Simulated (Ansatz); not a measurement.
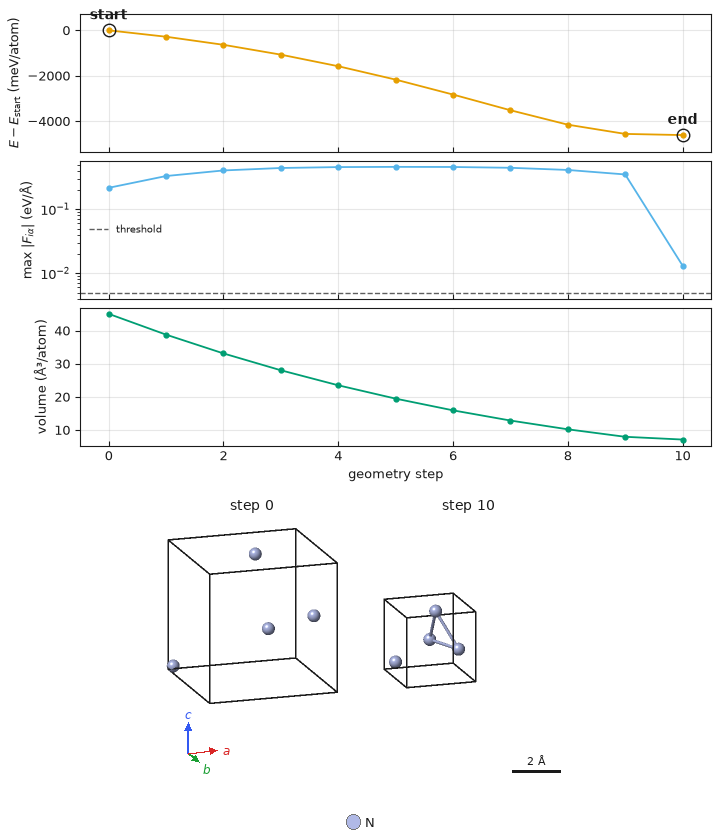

First and last geometry of a relaxation of a crystal of N (set up in P2_13), with the history of the run. A ball-and-stick model of the cell of the calculation, seen from a free direction.

These are results of Ansatz, DFT PBEsol, scalar-relativistic, plane waves, PAW, not measurements.

The input:
```yaml
crystal:
  lattice:
    - [5.649, 0.0, 0.0]
    - [0.0, 5.649, 0.0]
    - [0.0, 0.0, 5.649]
  atoms:
    - { symbol: "N", position: [0.03, 0.03, 0.03] }
    - { symbol: "N", position: [0.47, 0.97, 0.53] }
    - { symbol: "N", position: [0.53, 0.47, 0.97] }
    - { symbol: "N", position: [0.97, 0.53, 0.47] }
basis:
  ecutwfc: 420
kpoints:
  mp_grid: { grid: [8, 8, 8] }
hamiltonian:
  xc: pbesol
scf:
  occupations: { method: gaussian, width: 0.1 }
output:
  forces: true
  stress: true
  eigenvalues: true
relax:
  adjacent_minimum: "off"
  f_tol: 0.005
  max_steps: 80
  cell: { stress_tol: 0.05 }
```

### Did the run converge, and what did it change?

The run was cut off at its time limit before the relaxation converged, so the last structure is only a point on the way. The largest moves relative to the cell, 0.50 Å, are those of N1, N2, N3 and N4. N2 goes along [−1 −1 1]. The volume changes by −84.2 %, with a = b = c 5.649 → 3.055 Å (−45.9 %). Near-neighbour distances that change, for instance: N1–N2 3.778 → 1.871 Å. The space group (tolerance 0.01 Å) goes from P2_13 (No. 198) to P4_332 (No. 212). Over 10 geometry steps the energy falls by 4611 meV per atom. Largest force component: 0.22 eV/Å at the start, 0.013 eV/Å at the end. Pressure: −4.03 GPa at the start and 6.21 GPa at the end.

| step | E − E(0), meV/atom | largest force component, eV/Å | pressure, GPa | volume, Å³/atom |
| --- | --- | --- | --- | --- |
| 0 | 0.00 | 0.2165 | -4.03 | 45.067 |
| 1 | -281.27 | 0.3308 | -6.11 | 38.792 |
| 2 | -636.62 | 0.4043 | -9.14 | 33.121 |
| 3 | -1070.15 | 0.4416 | -13.19 | 28.038 |
| 4 | -1579.91 | 0.4563 | -18.35 | 23.504 |
| 5 | -2168.96 | 0.4598 | -24.59 | 19.478 |
| 6 | -2827.15 | 0.4579 | -31.36 | 15.942 |
| 7 | -3517.70 | 0.4448 | -36.60 | 12.866 |
| 8 | -4153.10 | 0.4115 | -34.85 | 10.219 |
| 9 | -4559.63 | 0.3501 | -13.93 | 7.959 |
| 10 | -4611.24 | 0.0132 | 6.21 | 7.128 |
